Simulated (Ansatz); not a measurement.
Ta2Si: geometry relaxation (part 1 of 2)

The run: geometry relaxation of Ta2Si (6 atoms in the cell). Method and program: DFT LDA, scalar-relativistic, plane waves, PAW, no spin polarisation (Ansatz 0.2.0).

The structure derives from a Materials Project entry. Figures and captions count atoms from 1; the log counts them from 0 in places.

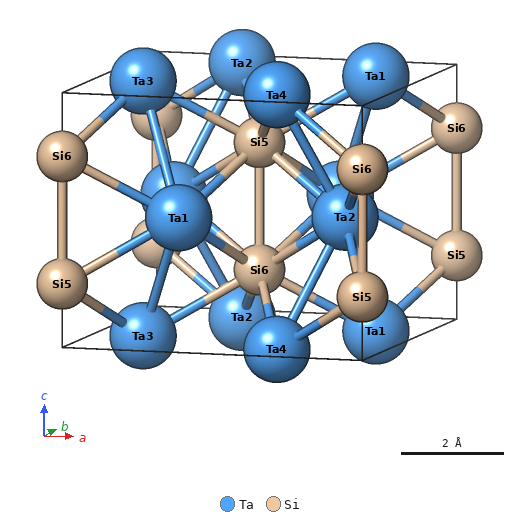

*The structure as given in the input (ball-and-stick view of the cell 2 times as large as that of the calculation, set on its symmetry axes, seen slightly off an axis; atoms are numbered from 1 in the order of the input). An atom can appear more than once, as a periodic image.*

Near neighbours in the periodic cell (some may lie outside the picture): Ta has 4 Si at 2.63 Å and 3 Ta at 2.86 to 2.94 Å; Si has 2 Si at 2.52 Å and 8 Ta at 2.63 Å.

The input:
```yaml
crystal:
  lattice:
    - [-3.0877629443, 3.0877629443, 2.5236412193]
    - [3.0877629443, -3.0877629443, 2.5236412193]
    - [3.0877629443, 3.0877629443, -2.5236412193]
  atoms:
    - { symbol: Ta, position: [0.66359321, 0.83640679, 0.5] }
    - { symbol: Ta, position: [0.83640679, 0.33640679, 0.17281358] }
    - { symbol: Ta, position: [0.33640679, 0.16359321, 0.5] }
    - { symbol: Ta, position: [0.16359321, 0.66359321, 0.82718642] }
    - { symbol: Si, position: [0.25, 0.25, 0.0] }
    - { symbol: Si, position: [0.75, 0.75, 0.0] }
basis:
  ecutwfc: 420
kpoints:
  mp_grid: { grid: [10, 10, 10] }
hamiltonian:
  xc: lda
scf:
  occupations: { method: gaussian, width: 0.1 }
output:
  forces: true
  stress: true
  eigenvalues: true
  write_density: true
  write_potential: true
  elf: true
  volumetric_format: npy
relax:
  adjacent_minimum: "off"
  f_tol: 0.005
  max_steps: 80
  cell: { stress_tol: 0.05 }
```

Command:
```bash
ansatz run input.yaml --threads 2 --pin off --max-ram 7168MiB --backend cpu --events-out ev --progress --plain --runs-dir out
```

Output:
```
Engine: ansatz 0.2.0, x86_64-unknown-linux-gnu
Pseudopotentials: kind: paw
Pseudopotential: Ta, paw, valence charge 13, recommended cutoff 420 eV (normal), Ta.paw.azcp
Pseudopotential: Si, paw, valence charge 4, recommended cutoff 420 eV (normal), Si.paw.azcp
Functional definition: SPW92
  exchange = slater_x
  correlation = pw_c
Crystal: 6 atoms, lattice volume = 96.244 Å³
Basis set: ecut = 420 eV, 1945 PW (Γ)
Bands: 36, of which v1, the nominal top of the filled ones, is band 30 counted from 1 (29 counted from 0)
Symmetry: 16 space group operations
Space group: I4/mcm (ITA 140), of the structure as read, at distance tolerance 4.6e-5 Å
k-points: 102 of 1000
Non-local potential: Ta, projectors of the file, l = 0: 3, l = 1: 2, l = 2: 2, l = 3: 1
Non-local potential: Si, projectors of the file, l = 0: 2, l = 1: 2, l = 2: 2
PAW form: soft (Blöchl's): semilocal exchange-correlation on the pseudo side does not see the compensation charge
PAW frozen core: Ta, regenerated for the run's functional, and the local potential with it (the file was generated under x = pbe(κ = 0.804, μ = 0.2195149727645171), c = pbe(β = 0.06672455060314922))
PAW frozen core: Si, regenerated for the run's functional, and the local potential with it (the file was generated under x = pbe(κ = 0.804, μ = 0.2195149727645171), c = pbe(β = 0.06672455060314922))
PAW one-centre angular grid: Ta, 590 points (default); XC on 64 Gauss nodes
PAW one-centre angular grid: Si, 110 points (default); XC on 64 Gauss nodes
Initial density: superposition of atomic densities (neutral atoms: chi_scale 0, normalization atom), corrected by the library's trained network
Initial wavefunctions: pseudopotential atomic-orbital guess
Functional: x = slater, c = lda
SCF iter   1: F=—  HF=-39951.183971 eV  |F-HF|=—  |Δ(HF+E_count)|=         —  Δρ=5.17e-3  dr2=1.85e-2  ethr=1.77e-3  ⟨swp⟩=5.6  Hψ=15400  notcnv=0
preconditioner: auto → Kerker (q_TF=auto, 2.522 Å⁻¹)  [metal: Δε(μ)=0.012 eV  Ē_g=5.369 eV  σ=0.100 eV  W_gap=0.07  n_scr=18 (ndim 8)  ℏωp=20.0 eV  f_vac=0.000  D(μ)=3.26/eV (n_scr^D=16)]
SCF iter   2: F=—  HF=-39951.181267 eV  |F-HF|=—  |Δ(HF+E_count)|=   2.70e-3  Δρ=3.05e-3  dr2=5.85e-3  ethr=3.08e-5  ⟨swp⟩=2.0  Hψ=5058  notcnv=0  defer=1
SCF iter   3: F=—  HF=-39951.180208 eV  |F-HF|=—  |Δ(HF+E_count)|=   1.06e-3  Δρ=4.16e-4  dr2=1.44e-4  ethr=9.76e-6  ⟨swp⟩=2.2  Hψ=4573  notcnv=0  defer=1
SCF iter   4: F=—  HF=-39951.180167 eV  |F-HF|=—  |Δ(HF+E_count)|=   4.07e-5  Δρ=8.30e-5  dr2=3.05e-6  ethr=2.40e-7  ⟨swp⟩=2.0  Hψ=5021  notcnv=0  defer=1
SCF iter   5: F=—  HF=-39951.180167 eV  |F-HF|=—  |Δ(HF+E_count)|=   8.28e-7  Δρ=7.38e-6  dr2=6.41e-8  ethr=5.08e-9  ⟨swp⟩=2.0  Hψ=5058  notcnv=0  defer=1
SCF iter   6: F=-39951.180167 eV  HF=-39951.180167 eV  |F-HF|=4.22e-9  |Δ(HF+E_count)|=   1.14e-8  Δρ=1.78e-6  dr2=5.60e-9  ethr=1.07e-10  ⟨swp⟩=10.3  Hψ=24931  notcnv=0
SCF 1 converged in 6 iterations: F = -39951.180167 eV  dr2 = 5.60e-9
  greatest PAW one-centre occupation: 1.000 electrons in one spin orbital (limit 2), on the Ta atom at site 3 (counted from 0), in its partial waves of l = 0
relax step   1: F+E_penalty+E_count = -39951.18016653 eV  Δ(F+E_penalty+E_count) = +0.000e0 eV  max|allowed force component| = 2.615e-2 eV/Å  Δτ_max = 0.0000 Å  P = -7.621 GPa  Ω = 96.244 Å³  (6 SCF iters, dr2 threshold 1.00e-7 eV, accepted)
Crystal: 6 atoms, lattice volume = 87.724 Å³
Basis set: ecut = 420 eV, 1709 PW (Γ)
Initial density: handed on by an earlier stage of this run
Initial wavefunctions: those handed on with the density
iter 1 solved again at ethr=8.50e-5 eV; its pass at ethr=3.10e-3 eV (dr2=5.10e-2 eV) is discarded
SCF iter   1: F=—  HF=-39950.940273 eV  |F-HF|=—  |Δ(HF+E_count)|=         —  Δρ=7.91e-3  dr2=5.10e-2  ethr=8.50e-5  ⟨swp⟩=1.8  Hψ=20520  notcnv=0
preconditioner: auto → Kerker (q_TF=auto, 2.561 Å⁻¹)  [metal: Δε(μ)=0.011 eV  Ē_g=5.731 eV  σ=0.100 eV  W_gap=0.06  n_scr=18 (ndim 8)  ℏωp=21.0 eV  f_vac=0.000  D(μ)=4.24/eV (n_scr^D=42)]
SCF iter   2: F=—  HF=-39950.932209 eV  |F-HF|=—  |Δ(HF+E_count)|=   8.06e-3  Δρ=4.42e-3  dr2=1.64e-2  ethr=8.49e-5  ⟨swp⟩=1.0  Hψ=3672  notcnv=0
SCF iter   3: F=—  HF=-39950.927943 eV  |F-HF|=—  |Δ(HF+E_count)|=   4.27e-3  Δρ=4.63e-4  dr2=1.75e-4  ethr=2.74e-5  ⟨swp⟩=2.0  Hψ=4779  notcnv=0
SCF iter   4: F=—  HF=-39950.927901 eV  |F-HF|=—  |Δ(HF+E_count)|=   4.16e-5  Δρ=5.48e-5  dr2=2.02e-6  ethr=2.91e-7  ⟨swp⟩=2.7  Hψ=6289  notcnv=0
SCF iter   5: F=-39950.927901 eV  HF=-39950.927901 eV  |F-HF|=2.79e-8  |Δ(HF+E_count)|=   4.01e-7  Δρ=1.03e-5  dr2=7.44e-8  ethr=1.00e-9  ⟨swp⟩=11.7  Hψ=28769  notcnv=0
SCF 2 converged in 5 iterations: F = -39950.927901 eV  dr2 = 7.44e-8
relax step   2: F+E_penalty+E_count = -39950.92790057 eV  Δ(F+E_penalty+E_count) = +2.523e-1 eV  max|allowed force component| = 7.156e-1 eV/Å  Δτ_max = 0.0572 Å  P = +15.161 GPa  Ω = 87.724 Å³  energy of the carried Pulay correction = +2.701e-3 eV  (5 SCF iters, dr2 threshold 6.00e-7 eV, rejected (line search))
Crystal: 6 atoms, lattice volume = 93.356 Å³
Basis set: ecut = 420 eV, 1849 PW (Γ)
iter 1 solved again at ethr=8.15e-5 eV; its pass at ethr=3.10e-3 eV (dr2=4.89e-2 eV) is discarded
SCF iter   1: F=—  HF=-39951.274121 eV  |F-HF|=—  |Δ(HF+E_count)|=         —  Δρ=6.74e-3  dr2=4.82e-2  ethr=8.15e-5  ⟨swp⟩=1.3  Hψ=20845  notcnv=0
preconditioner: auto → Kerker (q_TF=auto, 2.535 Å⁻¹)  [metal: Δε(μ)=0.001 eV  Ē_g=5.521 eV  σ=0.100 eV  W_gap=0.01  n_scr=18 (ndim 8)  ℏωp=20.3 eV  f_vac=0.000  D(μ)=3.25/eV (n_scr^D=18)]
SCF iter   2: F=—  HF=-39951.266398 eV  |F-HF|=—  |Δ(HF+E_count)|=   7.72e-3  Δρ=3.82e-3  dr2=1.63e-2  ethr=8.03e-5  ⟨swp⟩=1.0  Hψ=3675  notcnv=0
SCF iter   3: F=—  HF=-39951.262064 eV  |F-HF|=—  |Δ(HF+E_count)|=   4.33e-3  Δρ=4.14e-4  dr2=1.89e-4  ethr=2.71e-5  ⟨swp⟩=2.0  Hψ=4763  notcnv=0
SCF iter   4: F=—  HF=-39951.262022 eV  |F-HF|=—  |Δ(HF+E_count)|=   4.16e-5  Δρ=6.65e-5  dr2=4.15e-6  ethr=3.14e-7  ⟨swp⟩=2.2  Hψ=5518  notcnv=0
SCF iter   5: F=—  HF=-39951.262021 eV  |F-HF|=—  |Δ(HF+E_count)|=   1.11e-6  Δρ=1.22e-5  dr2=1.27e-7  ethr=6.92e-9  ⟨swp⟩=2.0  Hψ=5221  notcnv=0
SCF iter   6: F=—  HF=-39951.262021 eV  |F-HF|=—  |Δ(HF+E_count)|=   2.77e-8  Δρ=1.70e-6  dr2=1.47e-9  ethr=2.12e-10  ⟨swp⟩=2.3  Hψ=5863  notcnv=0
SCF iter   7: F=-39951.262021 eV  HF=-39951.262021 eV  |F-HF|=3.64e-11  |Δ(HF+E_count)|=  1.82e-10  Δρ=2.27e-7  dr2=3.62e-11  ethr=1.00e-12  ⟨swp⟩=8.2  Hψ=20980  notcnv=0
SCF 3 converged in 7 iterations: F = -39951.262021 eV  dr2 = 3.62e-11
relax step   3: F+E_penalty+E_count = -39951.26202079 eV  Δ(F+E_penalty+E_count) = -8.185e-2 eV  max|allowed force component| = 1.067e-2 eV/Å  Δτ_max = 0.0060 Å  P = -0.957 GPa  Ω = 93.356 Å³  energy of the carried Pulay correction = +8.884e-4 eV  (7 SCF iters, accepted)
Crystal: 6 atoms, lattice volume = 92.993 Å³
Basis set: ecut = 420 eV, 1833 PW (Γ)
iter 1 solved again at ethr=1.05e-7 eV; its pass at ethr=3.10e-3 eV (dr2=6.30e-5 eV) is discarded
SCF iter   1: F=—  HF=-39951.263270 eV  |F-HF|=—  |Δ(HF+E_count)|=         —  Δρ=1.77e-4  dr2=6.14e-5  ethr=1.05e-7  ⟨swp⟩=3.0  Hψ=19737  notcnv=0
preconditioner: auto → Kerker (q_TF=auto, 2.536 Å⁻¹)  [metal: Δε(μ)=0.008 eV  Ē_g=5.522 eV  σ=0.100 eV  W_gap=0.05  n_scr=18 (ndim 8)  ℏωp=20.4 eV  f_vac=0.000  D(μ)=3.34/eV (n_scr^D=18)]
SCF iter   2: F=—  HF=-39951.263259 eV  |F-HF|=—  |Δ(HF+E_count)|=   1.02e-5  Δρ=1.01e-4  dr2=1.96e-5  ethr=1.02e-7  ⟨swp⟩=1.0  Hψ=3677  notcnv=0
SCF iter   3: F=-39951.263254 eV  HF=-39951.263255 eV  |F-HF|=2.89e-7  |Δ(HF+E_count)|=   4.78e-6  Δρ=1.45e-5  dr2=3.86e-7  ethr=1.00e-9  ⟨swp⟩=9.1  Hψ=29066  notcnv=0
SCF 4 converged in 3 iterations: F = -39951.263254 eV  dr2 = 3.86e-7
relax step   4: F+E_penalty+E_count = -39951.26325431 eV  Δ(F+E_penalty+E_count) = -1.234e-3 eV  max|allowed force component| = 1.443e-3 eV/Å  Δτ_max = 0.0003 Å  P = -0.032 GPa  Ω = 92.993 Å³  energy of the carried Pulay correction = +1.002e-3 eV  (3 SCF iters, dr2 threshold 6.00e-7 eV, accepted)
Crystal: 6 atoms, lattice volume = 92.980 Å³
iter 1 solved again at ethr=8.03e-9 eV; its pass at ethr=3.10e-3 eV (dr2=4.82e-6 eV) is discarded
SCF iter   1: F=—  HF=-39951.263291 eV  |F-HF|=—  |Δ(HF+E_count)|=         —  Δρ=8.43e-5  dr2=6.56e-6  ethr=8.03e-9  ⟨swp⟩=3.0  Hψ=19304  notcnv=0
preconditioner: auto → Kerker (q_TF=auto, 2.536 Å⁻¹)  [metal: Δε(μ)=0.007 eV  Ē_g=5.522 eV  σ=0.100 eV  W_gap=0.04  n_scr=18 (ndim 8)  ℏωp=20.4 eV  f_vac=0.000  D(μ)=3.34/eV (n_scr^D=18)]
SCF iter   2: F=—  HF=-39951.263289 eV  |F-HF|=—  |Δ(HF+E_count)|=   1.62e-6  Δρ=4.45e-5  dr2=1.95e-6  ethr=8.03e-9  ⟨swp⟩=1.3  Hψ=3733  notcnv=0
SCF iter   3: F=-39951.263288 eV  HF=-39951.263288 eV  |F-HF|=1.13e-8  |Δ(HF+E_count)|=   7.10e-7  Δρ=4.79e-6  dr2=2.22e-8  ethr=1.02e-10  ⟨swp⟩=7.8  Hψ=25212  notcnv=0
SCF 5 converged in 3 iterations: F = -39951.263288 eV  dr2 = 2.22e-8
  greatest PAW one-centre occupation: 1.000 electrons in one spin orbital (limit 2), on the Ta atom at site 2 (counted from 0), in its partial waves of l = 0
relax step   5: F+E_penalty+E_count = -39951.26328848 eV  Δ(F+E_penalty+E_count) = -3.417e-5 eV  max|allowed force component| = 1.224e-3 eV/Å  Δτ_max = 0.0000 Å  P = -0.001 GPa  Ω = 92.980 Å³  energy of the carried Pulay correction = +1.006e-3 eV  (3 SCF iters, dr2 threshold 6.12e-8 eV, accepted)
Crystal: 6 atoms, lattice volume = 92.979 Å³
iter 1 solved again at ethr=4.29e-9 eV; its pass at ethr=3.10e-3 eV (dr2=2.58e-6 eV) is discarded
SCF iter   1: F=—  HF=-39951.263296 eV  |F-HF|=—  |Δ(HF+E_count)|=         —  Δρ=6.21e-5  dr2=3.65e-6  ethr=4.29e-9  ⟨swp⟩=3.0  Hψ=19179  notcnv=0
preconditioner: auto → Kerker (q_TF=auto, 2.536 Å⁻¹)  [metal: Δε(μ)=0.006 eV  Ē_g=5.522 eV  σ=0.100 eV  W_gap=0.04  n_scr=18 (ndim 8)  ℏωp=20.4 eV  f_vac=0.000  D(μ)=3.33/eV (n_scr^D=18)]
SCF iter   2: F=—  HF=-39951.263295 eV  |F-HF|=—  |Δ(HF+E_count)|=   8.89e-7  Δρ=3.31e-5  dr2=1.09e-6  ethr=4.29e-9  ⟨swp⟩=1.5  Hψ=3812  notcnv=0
SCF iter   3: F=—  HF=-39951.263295 eV  |F-HF|=—  |Δ(HF+E_count)|=   3.89e-7  Δρ=3.45e-6  dr2=9.43e-9  ethr=1.82e-9  ⟨swp⟩=2.0  Hψ=4603  notcnv=0
SCF iter   4: F=-39951.263295 eV  HF=-39951.263295 eV  |F-HF|=1.53e-10  |Δ(HF+E_count)|=   3.52e-9  Δρ=5.89e-7  dr2=2.90e-10  ethr=1.13e-11  ⟨swp⟩=7.9  Hψ=20986  notcnv=0
SCF 6 converged in 4 iterations: F = -39951.263295 eV  dr2 = 2.90e-10
relax step   6: F+E_penalty+E_count = -39951.26329451 eV  Δ(F+E_penalty+E_count) = -6.027e-6 eV  max|allowed force component| = 2.344e-5 eV/Å  Δτ_max = 0.0001 Å  P = -0.000 GPa  Ω = 92.979 Å³  energy of the carried Pulay correction = +1.006e-3 eV  (4 SCF iters, dr2 threshold 6.79e-9 eV, accepted)
Initial wavefunctions: pseudopotential atomic-orbital guess (no wavefunctions were taken with the density)
iter 1 solved again at ethr=2.29e-7 eV; its pass at ethr=3.10e-3 eV (dr2=1.38e-4 eV) is discarded
SCF iter   1: F=—  HF=-39951.262422 eV  |F-HF|=—  |Δ(HF+E_count)|=         —  Δρ=3.94e-5  dr2=1.47e-7  ethr=2.29e-7  ⟨swp⟩=3.1  Hψ=24507  notcnv=0
preconditioner: auto → Kerker (q_TF=auto, 2.536 Å⁻¹)  [metal: Δε(μ)=0.007 eV  Ē_g=5.522 eV  σ=0.100 eV  W_gap=0.04  n_scr=18 (ndim 8)  ℏωp=20.4 eV  f_vac=0.000  D(μ)=3.33/eV (n_scr^D=18)]
SCF iter   2: F=—  HF=-39951.262422 eV  |F-HF|=—  |Δ(HF+E_count)|=   4.45e-7  Δρ=2.05e-5  dr2=3.72e-8  ethr=2.44e-10  ⟨swp⟩=2.5  Hψ=6852  notcnv=0
SCF iter   3: F=—  HF=-39951.262422 eV  |F-HF|=—  |Δ(HF+E_count)|=   3.50e-8  Δρ=9.10e-7  dr2=7.71e-10  ethr=6.20e-11  ⟨swp⟩=2.1  Hψ=6756  notcnv=0
SCF iter   4: F=—  HF=-39951.262422 eV  |F-HF|=—  |Δ(HF+E_count)|=  1.53e-10  Δρ=3.15e-7  dr2=1.25e-10  ethr=1.00e-12  ⟨swp⟩=8.2  Hψ=19273  notcnv=0
SCF iter   5: F=-39951.262422 eV  HF=-39951.262422 eV  |F-HF|=1.46e-11  |Δ(HF+E_count)|=  5.09e-11  Δρ=3.42e-8  dr2=8.67e-13  ethr=1.00e-12  ⟨swp⟩=6.0  Hψ=16411  notcnv=0
SCF 7 converged in 5 iterations: F = -39951.262422 eV  dr2 = 8.67e-13
relax step   7: F+E_penalty+E_count = -39951.26242231 eV  Δ(F+E_penalty+E_count) = +8.722e-4 eV  max|allowed force component| = 1.164e-5 eV/Å  Δτ_max = 0.0000 Å  P = -0.014 GPa  Ω = 92.979 Å³  stress off target by 1.49e-2 GPa  SCF on the basis re-selected at this cell (its energy is not comparable with the rows above)  (5 SCF iters)
```

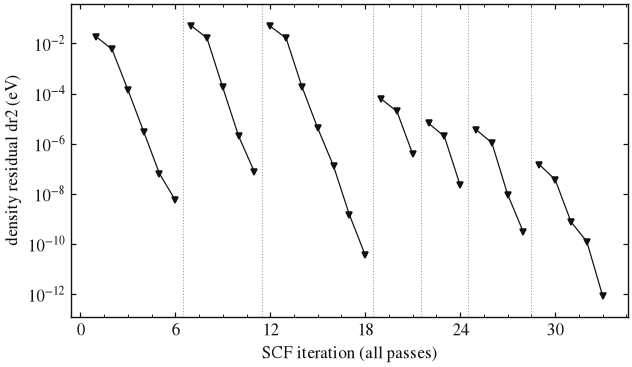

*Convergence of the self-consistent field: density residual dr2 against the SCF iteration. The dotted lines part the SCF passes of the relaxation: geometry steps, rejected trials and re-solves on a re-selected basis.*

The 7 passes take 3 to 7 iterations each, 33 in all.

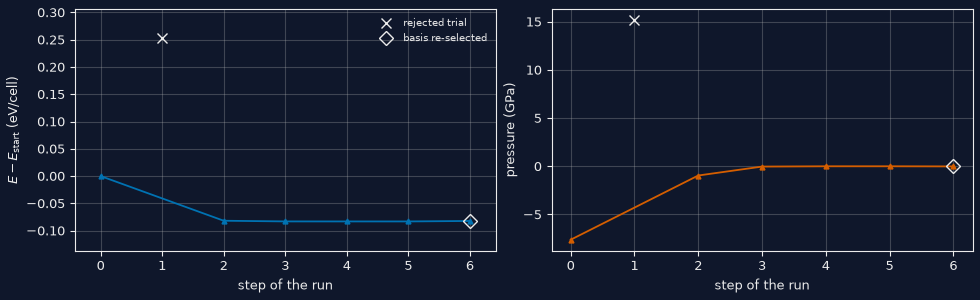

*Progress of the relaxation, step by step (the first geometry is step 0 here and step 1 in the log).*
